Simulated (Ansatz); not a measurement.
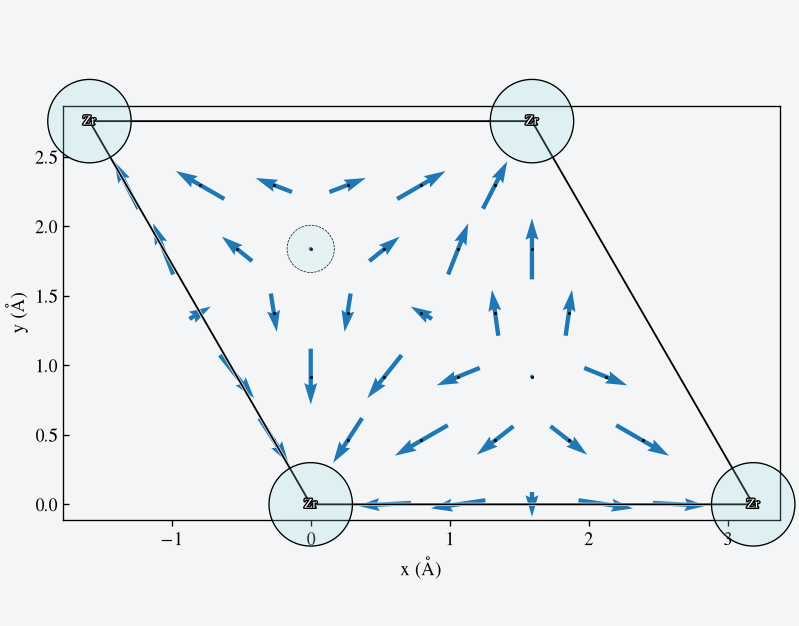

N₂ on a Zr(001) slab cut from the P6_3/mmc phase, its upper half relaxed before the scan (16 atoms of substrate and one adsorbate in a 2 × 2 cell). N2 is moved over the surface cell at a fixed height above a rigid substrate; the origin of the map has the adsorbate above Zr13; the height is held at 3.00 Å. Places are given modulo a cell vector. The map is drawn in real space over the plane of the surface. Grid: 6 × 6 points; 10 points were computed and 26 follow by symmetry. Places are given in fractions of the 1 × 1 surface cell. At a fixed height the lowest place need not be the adsorption site. The calculation used DFT PBE+D3(BJ), scalar-relativistic, plane waves, PAW (Ansatz). Settings: cutoff 420 eV, k-mesh 6×6×1, gaussian smearing 0.1 eV, no spin polarisation.

In the figure: dots at the grid points, arrows along the force (downhill), their lengths compressed, labelled circles for the atoms of the top layer and small ones for the second layer, the outline of one cell of the plane.

Q: The arrows alone are given. Where is the energy lowest?

A: The arrows converge at the top site over a surface Zr atom, (0/6, 0/6) of the cell vectors (read from the interpolated surface).

The energy map of the same scan:

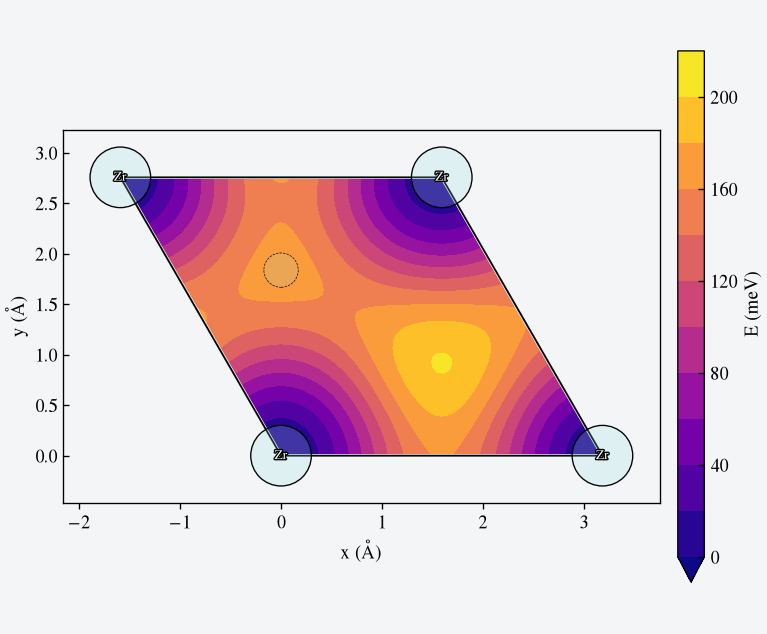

Energies are in meV, from the lowest grid point; between grid points the surface is interpolated.
